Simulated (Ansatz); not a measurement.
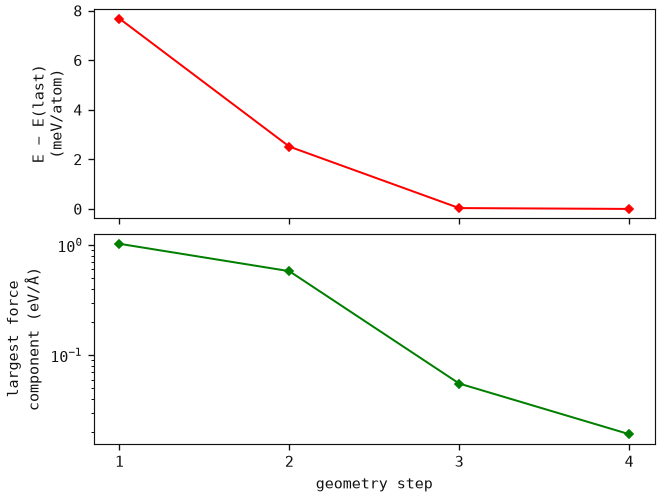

History of a geometry optimisation. Only the atoms move.

System: Cu (slab, 28 atoms in the cell).
Method: Ansatz 0.2.0, DFT PBE, scalar-relativistic, plane waves, PAW; cutoff 420 eV, 5×5×1 k-mesh, Gaussian smearing of 0.1 eV.

How did the optimisation end?

The optimisation met its thresholds at geometry 4, counting the start as the first. The energy fell by about 7.7 meV/atom from the first step to the last. The largest force component goes from about 1 eV/Å at the start to 0.019 eV/Å at the end.
